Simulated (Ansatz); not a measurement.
**Run report: TiN, band-structure calculation**

- system: TiN (Fm-3m, 2 atoms in the cell)
- method: DFT PBE, scalar-relativistic, plane waves, PAW, no spin polarisation (Ansatz 0.2.0)

The structure derives from an entry of the Crystallography Open Database. Figures and captions count atoms from 1; the log counts them from 0 in places.

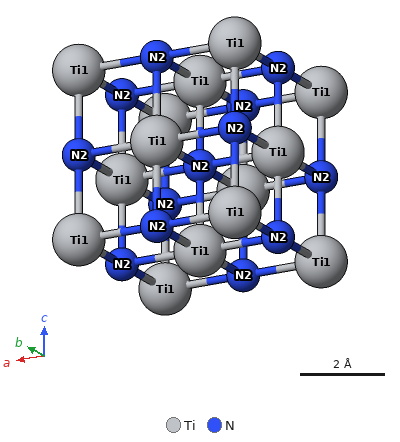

Figure 1. The input geometry (ball-and-stick view of the cell 4 times as large as that of the calculation, set on its symmetry axes, seen at an oblique angle; atoms are numbered from 1 in the order of the input). Near neighbours in the crystal (not all of them lie inside the picture): Ti has 6 N at 2.12 Å; N has 6 Ti at 2.12 Å.

## Input file
```yaml
crystal:
  lattice:
    - [0.0, 2.1233653585, 2.1233653585]
    - [2.1233653585, 0.0, 2.1233653585]
    - [2.1233653585, 2.1233653585, 0.0]
  atoms:
    - { symbol: Ti, position: [0.0, 0.0, 0.0] }
    - { symbol: "N", position: [0.5, 0.5, 0.5] }
basis:
  ecutwfc: 420
kpoints:
  mp_grid: { grid: [18, 18, 18] }
  band_path:
    path:
      - [[0.0, 0.0, 0.0], [0.5, 0.0, 0.5], [0.625, 0.25, 0.625]]
      - [[0.375, 0.375, 0.75], [0.0, 0.0, 0.0], [0.5, 0.5, 0.5], [0.5, 0.25, 0.75], [0.5, 0.0, 0.5]]
    npoints: 14
hamiltonian:
  xc: pbe
scf:
  occupations: { method: gaussian, width: 0.1 }
  n_extra_bands: 6
output:
  forces: true
  stress: true
  eigenvalues: true
  populations: true
  dos: { projected: true, de: 0.02, nscf_kmesh: { grid: [27, 27, 27] } }
  bader: true
  write_density: true
  write_potential: true
  elf: true
  volumetric_format: npy
```

Hardware: 1 thread of Intel Xeon @ 2.50GHz (Skylake/Cascade Lake), 189 GiB of memory available, shared host.

Run as:
```bash
ansatz run input.yaml --threads 1 --pin off --max-ram 2560MiB --backend cpu --events-out ev --progress --plain --runs-dir out
```

## Output
```
scf.n_extra_bands = 6 over 9 filled bands (N_el = 17.0): the run solves 15 bands
Engine: ansatz 0.2.0, x86_64-unknown-linux-gnu
Pseudopotentials: kind: paw
Pseudopotential: Ti, paw, valence charge 12, recommended cutoff 420 eV (normal), Ti.paw.azcp
Pseudopotential: N, paw, valence charge 5, recommended cutoff 420 eV (normal), N.paw.azcp
Functional definition: PBE
  parameter kappa = 0.804
  parameter beta = 0.06672455060314922
  exchange = pbe_x(kappa = kappa, mu = beta*pi^2/3)
  correlation = pbe_c(beta = beta)
Crystal: 2 atoms, lattice volume = 19.147 Å³
Basis set: ecut = 420 eV, 339 PW (Γ), exchange–correlation on 48×48×48 points (8 copies of the dense FFT grid, shifted against one another)
Bands: 15, of which v1, the nominal top of the filled ones, is band 9 counted from 1 (8 counted from 0)
Symmetry: 48 space group operations
Space group: Fm-3m (ITA 225), of the structure as read, at distance tolerance 2.7e-5 Å
k-points: 195 of 5832
Non-local potential: Ti, projectors of the file, l = 0: 3, l = 1: 2, l = 2: 3, l = 3: 1
Non-local potential: N, projectors of the file, l = 0: 2, l = 1: 2, l = 2: 1
PAW form: soft (Blöchl's): semilocal exchange-correlation on the pseudo side does not see the compensation charge
PAW one-centre angular grid: Ti, 590 points (default); XC on 64 Gauss nodes
PAW one-centre angular grid: N, 110 points (default); XC on 64 Gauss nodes
Initial density: superposition of atomic densities (neutral atoms: chi_scale 0, normalization atom), corrected by the library's trained network
Initial wavefunctions: pseudopotential atomic-orbital guess
Functional: x = pbe(κ = 0.804, μ = 0.2195149727645171), c = pbe(β = 0.06672455060314922)
SCF iter   1: F=—  HF=-2887.109996 eV  |F-HF|=—  |Δ(HF+E_count)|=         —  Δρ=1.74e-3  dr2=3.71e-4  ethr=1.77e-3  ⟨swp⟩=4.6  Hψ=13702  notcnv=0
preconditioner: auto → none  [metal: Δε(μ)=0.037 eV  Ē_g=12.153 eV  σ=0.100 eV  W_gap=0.20  n_scr=8 (ndim 8)  ℏωp=25.5 eV  f_vac=0.000  D(μ)=0.85/eV (n_scr^D=8)  sad-step TF]
SCF iter   2: F=—  HF=-2887.109548 eV  |F-HF|=—  |Δ(HF+E_count)|=   4.48e-4  Δρ=1.07e-3  dr2=1.68e-4  ethr=2.18e-6  ⟨swp⟩=1.5  Hψ=4762  notcnv=0
SCF iter   3: F=—  HF=-2887.109579 eV  |F-HF|=—  |Δ(HF+E_count)|=   3.05e-5  Δρ=1.31e-4  dr2=3.35e-6  ethr=9.90e-7  ⟨swp⟩=2.0  Hψ=3177  notcnv=0
SCF iter   4: F=—  HF=-2887.109581 eV  |F-HF|=—  |Δ(HF+E_count)|=   1.67e-6  Δρ=3.26e-5  dr2=9.95e-8  ethr=1.97e-8  ⟨swp⟩=2.1  Hψ=4057  notcnv=0
iter 5 did not close the SCF: its close was put off for the readings that it lacked (scf_convergence_deferred on its scf_iter line)
SCF iter   5: F=-2887.109581 eV  HF=-2887.109581 eV  |F-HF|=3.91e-11  |Δ(HF+E_count)|=   5.42e-8  Δρ=2.71e-6  dr2=7.72e-10  ethr=5.85e-10  ⟨swp⟩=2.8  Hψ=4242  notcnv=0
SCF iter   6: F=-2887.109581 eV  HF=-2887.109581 eV  |F-HF|=3.64e-12  |Δ(HF+E_count)|=  1.71e-10  Δρ=4.11e-7  dr2=2.05e-11  ethr=4.54e-12  ⟨swp⟩=5.6  Hψ=13732  notcnv=0
SCF 1 converged in 6 iterations: F = -2887.109581 eV  dr2 = 2.05e-11
  greatest PAW one-centre occupation: 0.999 electrons in one spin orbital (limit 2), on the Ti atom at site 0 (counted from 0), in its partial waves of l = 0
NSCF: frozen V_eff on 86 k-points
NSCF: frozen V_eff on 560 k-points
SCF converged after 6 iterations
Free energy (F): -2887.109581 eV
Harris-Foulkes:  -2887.109581 eV  (|F-HF|=3.64e-12)
Internal energy: -2887.105302 eV  (E = F + TS)
E sigma→0 (E₀):  -2887.107441 eV
Entropy (-TS):   -0.004279 eV (-2.139 meV/atom)
Fermi energy:    17.070754 eV
--- Per-component energies (eV) ---
  E_band       = -93.052104
  E_kinetic    = 406.347357
  E_local      = -790.541962  (includes V_loc(G=0)·N_el)
  E_nonlocal   = 51.267404
  E_hartree    = 314.952039
  E_xc         = -159.773948
  E_vxc        = -201.413894  (∫ρ·V_xc dr)
  E_paw        = -1174.003855  (= ΣΔE_a)
  E_vpaw       = -188.615248  (= ΣTr[D̂ρ^β])
  E_aug_tail   = 0.000217  (compensation charges beyond the density's cutoff)
  E_ewald      = -1535.352555
  E_smearing   = -0.004279  (= −TS)
  E_closure    = 0.000000  (closes the sum)
  Σ components = -2887.109581   (vs F -2887.109581, Δ=0.00e0)
--- Forces (eV/Å), atoms counted from 1 ---
  atom   1  Ti    -0.00000000     0.00000000    -0.00000000
  atom   2  N      0.00000000    -0.00000000     0.00000000
  max |Σ_I F_I| component: 1.28e-29 eV/Å
--- Stress (GPa, compression-positive) ---
        0.033036       0.000000      -0.000000
        0.000000       0.033036       0.000000
        0.000000       0.000000       0.033036
  P = ⅓ Tr σ = 0.0330 GPa (0.330 kbar)
--- Band table (eV; the first three rows and the last of 195) ---
  k-point 0: bands = ["-40.7729", "-16.7629", "-16.7629", "-16.7629", "-0.0297", "15.0217", "15.0217", "15.0217", "16.4588", "16.4588", "16.4588", "17.6512", "17.6512", "22.4222", "30.2195"]
  k-point 1: bands = ["-40.7700", "-16.7832", "-16.7646", "-16.7646", "0.0306", "14.6583", "14.7519", "14.7519", "16.5531", "16.5531", "16.6482", "17.9266", "17.9266", "22.5910", "30.2660"]
  k-point 2: bands = ["-40.7617", "-16.8412", "-16.7694", "-16.7694", "0.2069", "13.8775", "14.1893", "14.1893", "16.7539", "16.7539", "16.9671", "18.5819", "18.5819", "23.0401", "30.3338"]
  k-point 194: bands = ["-40.6458", "-17.1587", "-17.1021", "-16.9861", "1.8263", "11.4927", "11.7277", "11.7627", "17.5820", "18.3445", "19.4495", "20.1486", "20.9175", "28.8989", "29.2977"]
--- Löwdin populations: 2 sites ---
  site symbol       q [e]
     0     Ti     11.1503
     1      N      5.7867
  spilling = 0.003705 (of n_electrons = 17.000000)
--- Bader charges: 2 sites ---
  site symbol  charge [e]  shift [e]
     0     Ti      1.7493     0.0002
     1      N     -1.7493     0.0002
  estimated error of the sums over rays = 3.7e-4 e
```

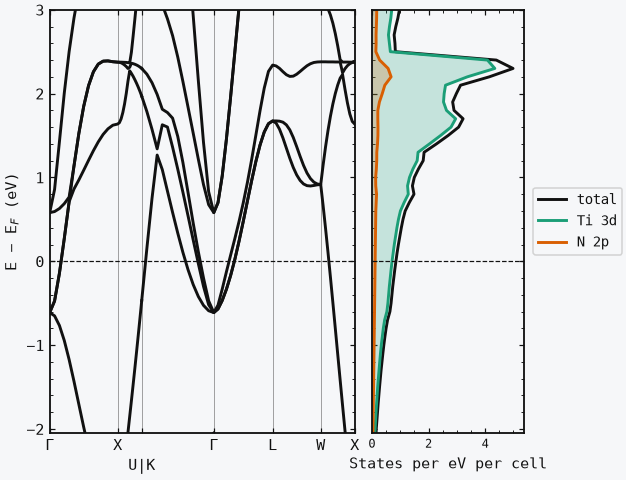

Figure 2. Band structure along Γ–X–U|K–Γ–L–W–X and density of states (projected on Löwdin-orthogonalised atomic shells), with energies from the Fermi level. Bands cross the Fermi level: a metal at this level of theory.

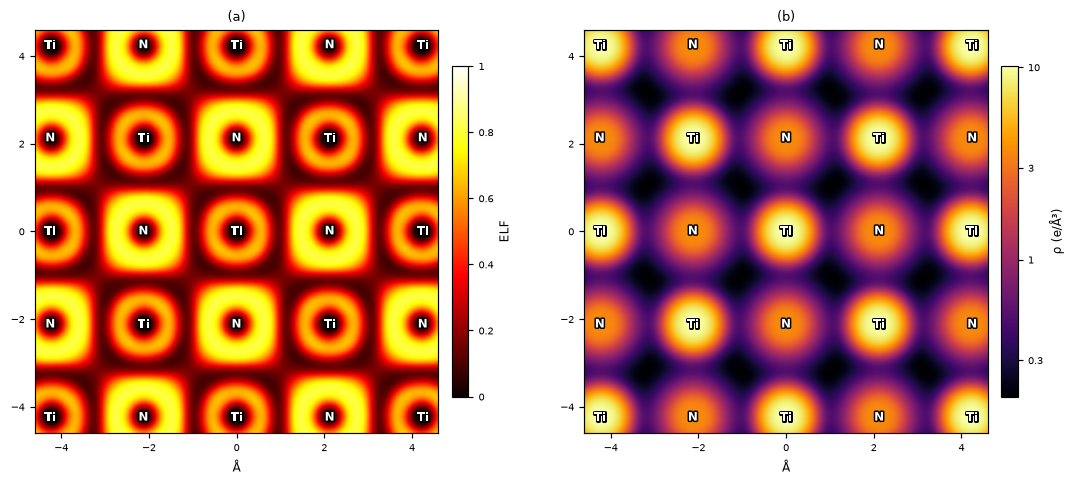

Figure 3. (a) ELF; (b) valence electron density on the (010) plane of the conventional cell. The section cuts through Ti and N sites. Ti–N (2.12 Å): ρ at the midpoint is about 0.5 e/Å³; the ELF is about 0.20 at the midpoint (no shared pair; the contact is polar). Away from the nuclei the density in this plane falls to 0.19 e/Å³ at its lowest. The strong features right at Ti lie inside the PAW spheres (semicore, d or f shells) and say nothing about bonding. In a PAW calculation such maps are meaningful between the atoms, not at the nuclei.

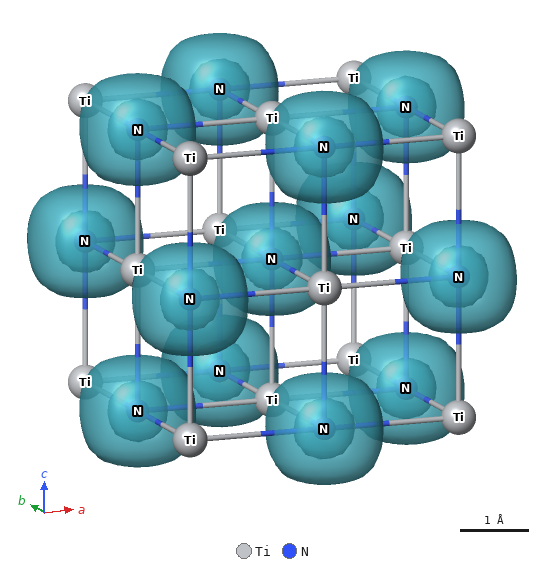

Figure 4. Isosurface of the ELF at 0.7 (cyan), seen slightly off an axis. Only the valence region is drawn (cores and ρ < 0.01 e/Å³ removed). Sticks mark near contacts. The outline is the cell set on symmetry axes. Profiles from the grid: Ti–N (2.12 Å): the ELF is about 0.20 at the midpoint (a polar contact without a shared pair, in a metal).

## Key numbers

```csv
quantity,value
outcome,converged
space group (tolerance 0.01 Å),Fm-3m (225)
electrons treated,17
free energy,−2887.1096 eV
Fermi energy,17.071 eV
gap on the k-point mesh,none (metallic)
pressure,0.03 GPa
largest force (length of the vector),under 0.001 eV/Å
wall time,66 s
peak memory,0.37 GiB
```

The cell holds an odd number of electrons but the run has no spin polarisation, so it comes out as a metal.
